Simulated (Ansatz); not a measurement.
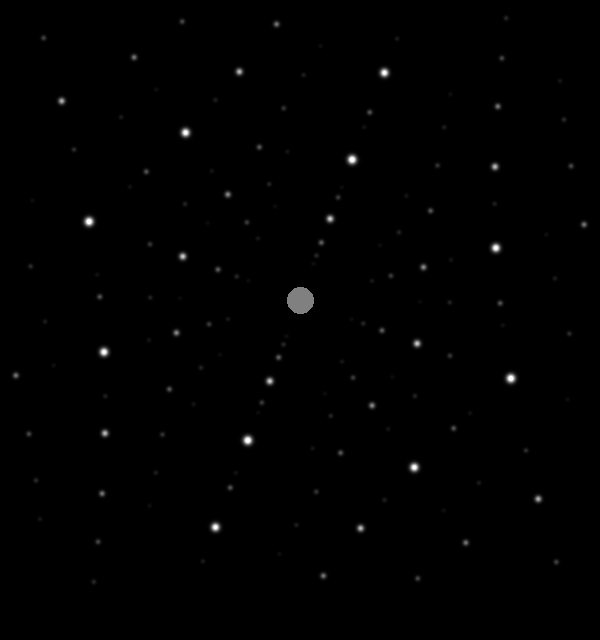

Simulated back-reflection Laue pattern (white X-rays, 0.45 to 2.2 Å, flat plate covering ±45° about the beam, kinematic intensities, seen from the source).

What symmetry does the pattern show?

Answer. 2mm: a twofold axis with two mirror lines.

The crystal is Ag, space group Fm-3m (No. 225), a = 4.15 Å. Structure: the end point of a relaxation with DFT PBE, scalar-relativistic, plane waves, PAW in Ansatz; the starting structure was generated, so it need not be a known form of this composition.

Which direction points towards the source?

Answer. [110] or one equivalent to it by a rotation of the Laue group. In Laue class m-3m no other family of directions with a member of indices 0 and ±1 has this symmetry.
